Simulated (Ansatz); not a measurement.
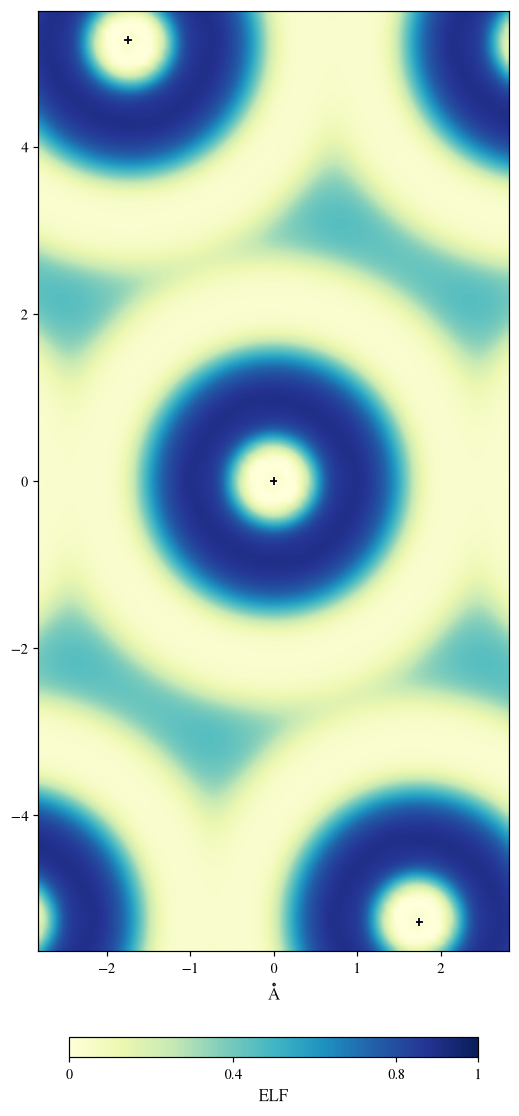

The electron localisation function on a plane through atoms (crosses mark nuclei in the plane).

Theory: DFT r2SCAN, scalar-relativistic, plane waves, PAW (Ansatz).

Candidates:
A. TiS2, a = 3.36 Å, b = 3.36 Å, c = 5.52 Å, α = 90.00°, β = 90.00°, γ = 120.00°. Space group P-3m1; computed pressure about 3 GPa in this cell; the program warned that a starting moment wasn't kept; spin-polarised, but the moments vanished.
B. Cs, a = 4.93 Å, b = 5.47 Å, c = 5.56 Å, α = 107.62°, β = 108.29°, γ = 106.35°. Space group P-1; a structure from a database of computed crystals, not necessarily the ambient phase; computed without spin polarisation.

Question: Which candidate gave the map?

Answer: Candidate B: Cs on the (010) plane of the conventional cell, which holds Cs. Cs–Cs (5.56 Å): the ELF is about 0.15 at the midpoint (no localised pair shows between them).
